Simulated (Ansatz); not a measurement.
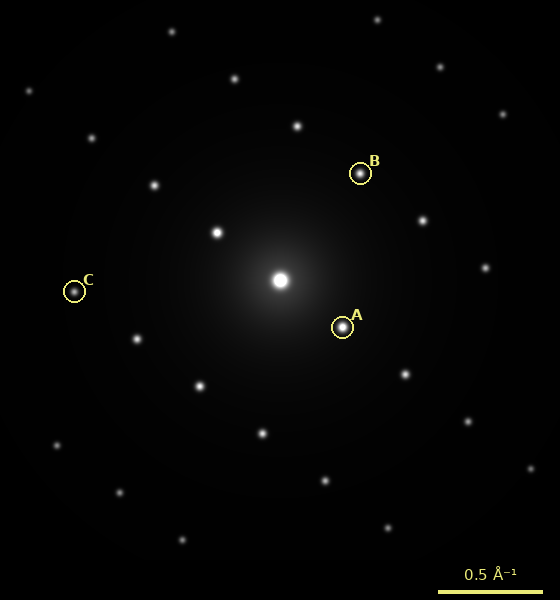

Kinematic zone-axis pattern, calculated for 200 keV electrons with B = 0.5 Å². The zone axis points towards the electron source and the pattern is seen from the source side.

Hg, space group P6_3/mmc (No. 194), a = 3.11 Å, c = 5.28 Å (hexagonal axes). Structure: the end point of a relaxation with DFT, LDA (PW92), plane waves (420 eV) with PAW, scalar-relativistic (Ansatz 0.2.0); the starting structure was generated, so it need not be a known form of this composition.

Spot A is indexed 0 0 -2 and spot B -1 2 0.

### What are the indices of the remaining marked spot?

C = −2A − B = 1 -2 4 (d = 1.007 Å).

### Give [uvw].

The cross product of A and B is parallel to [210]; every spot obeys hu + kv + lw = 0.

### What are the spacings of A and B and the angle between them?

d(A) = 2.641 Å, d(B) = 1.557 Å, and the angle is 90.0°.
